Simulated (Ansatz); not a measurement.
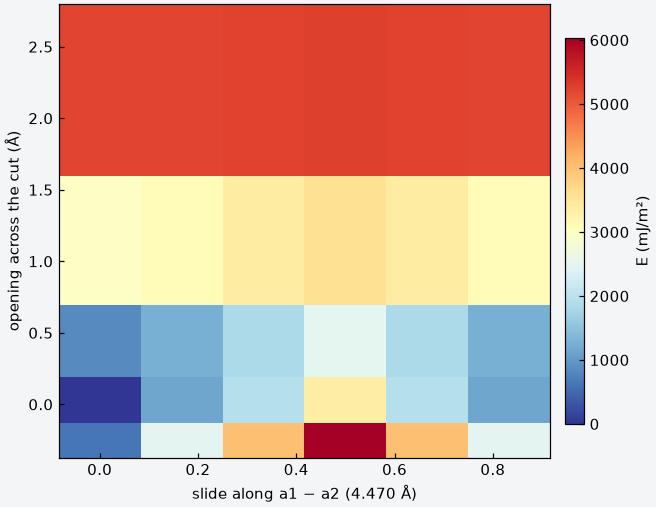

Energy landscape of Mo (Im-3m, No. 229; 4 atoms in the cell). Rigid slide and opening across a plane, one cut a cell; the plane is (0 1 1) of the conventional cell. Coordinates scanned: (1) slide along a1 − a2 (4.470 Å); (2) opening across the cut. Nothing is relaxed (rigid halves). The grid has 6 × 5 points; 20 points were computed and 10 follow by symmetry. Points are written as (first, second). Energies are in mJ/m², from the lowest grid point. Theory: Ansatz, DFT PBE, scalar-relativistic, plane waves, PAW. Settings: cutoff 420 eV, k-mesh 17×17×5 in the order of the run's cell vectors, gaussian smearing 0.15 eV, no spin polarisation.

Drawn: one coloured cell a grid point. 

Question: What does the map say about the system?

Answer: The lowest grid point is at (0.000, 0.00 Å). The highest grid point, (0.500, −0.25 Å), lies 6035 mJ/m² above the lowest.

Grid values (mJ/m²):

```tsv
second ↓, first →	0/6	1/6	2/6	3/6	4/6	5/6
2.20	5216	5226	5252	5266	5252	5226
1.00	2949	3087	3381	3588	3381	3087
0.40	835	1259	1827	2513	1827	1259
0.00	0	1133	1935	3365	1935	1133
−0.25	616	2486	4008	6035	4008	2486
```

The whole map (20 points run) took 16 min on 2 threads of Arm Neoverse N1 (shared host).

PAW datasets: the set soft_1.
